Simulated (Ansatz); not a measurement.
**KF: density, localisation and related maps**

```yaml
crystal:
  lattice:
    - [0.00083, 5.30618, 5.30800]
    - [5.30624, 0.00134, 5.30751]
    - [5.30554, 5.30498, 0.00199]
  atoms:
    - { symbol: K, position: [0.00240, 0.00175, 0.00245] }
    - { symbol: F, position: [0.25240, 0.25175, 0.25246] }
    - { symbol: K, position: [0.00240, 0.00176, 0.50246] }
    - { symbol: F, position: [0.25240, 0.25175, 0.75246] }
    - { symbol: K, position: [0.00240, 0.50175, 0.00246] }
    - { symbol: F, position: [0.25241, 0.75176, 0.25246] }
    - { symbol: K, position: [0.00241, 0.50176, 0.50245] }
    - { symbol: F, position: [0.25240, 0.75174, 0.75246] }
    - { symbol: K, position: [0.50240, 0.00174, 0.00247] }
    - { symbol: F, position: [0.75240, 0.25174, 0.25246] }
    - { symbol: K, position: [0.50240, 0.00174, 0.50246] }
    - { symbol: F, position: [0.75239, 0.25177, 0.75246] }
    - { symbol: K, position: [0.50240, 0.50175, 0.00246] }
    - { symbol: F, position: [0.75241, 0.75173, 0.25247] }
    - { symbol: K, position: [0.50240, 0.50176, 0.50246] }
    - { symbol: F, position: [0.75240, 0.75174, 0.75246] }
```

Space group Fm-3m; a structure from a database of computed crystals, not necessarily the ambient phase; started from the database structure prototype, which need not be the ambient phase; changed on purpose from its base cell (shaken).

Computed with DFT, PBEsol, plane waves, PAW (Ansatz).

Core electrons are frozen (PAW), and the valence fields are smoothed inside the atomic spheres.

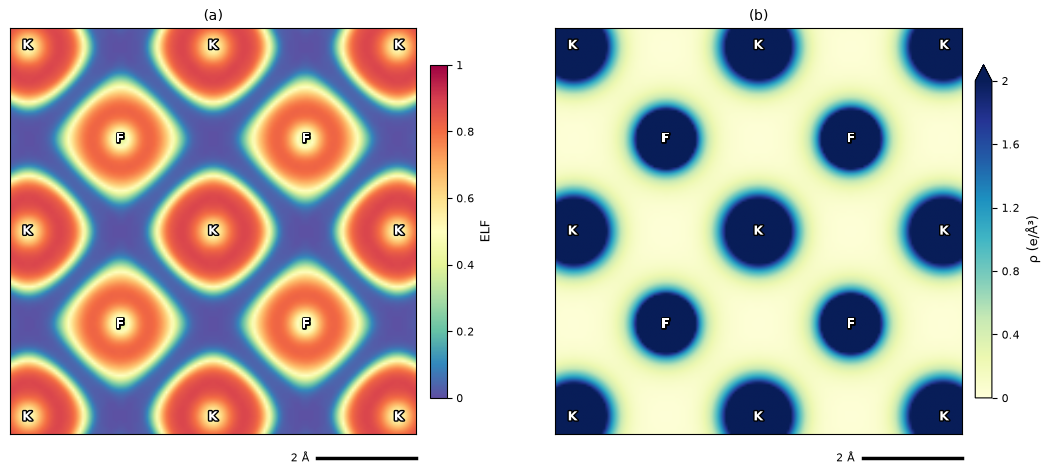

Figure 1. (a) ELF; (b) valence electron density on the (101) plane of the calculation cell.

**Describe what can be read from this map.**

The plane passes through K and F nuclei.
K–F (2.65 Å): the density is about 0.13 e/Å³ at the midpoint; the ELF is about 0.05 at the midpoint: a closed-shell, largely ionic contact.
Between the atoms the lowest density in this plane is 0.02 e/Å³.
The features right at K lie inside the PAW spheres, where the map follows smoothed inner orbitals and isn't to be read closely.

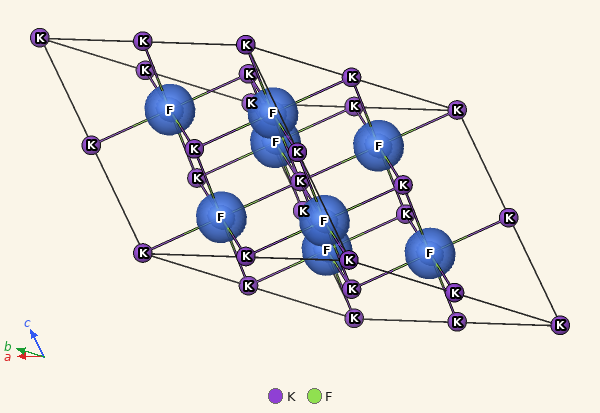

Figure 2. Isosurface of the electron localisation function at 0.75 (blue), seen at an oblique angle. Core shells and regions of very low density are left out. Sticks mark near contacts.

**What do the ELF domains correspond to?**

The ELF exceeds this value in eight regions wrapped around F (the valence shell of each), counted in one cell of 16 atoms. Regions shared between cells count once.

**Does the calculation make it a metal, or give it a gap?**

It is gapped, with a Kohn–Sham gap of 6.2 eV on the k-point mesh, an upper bound to the gap of this method.
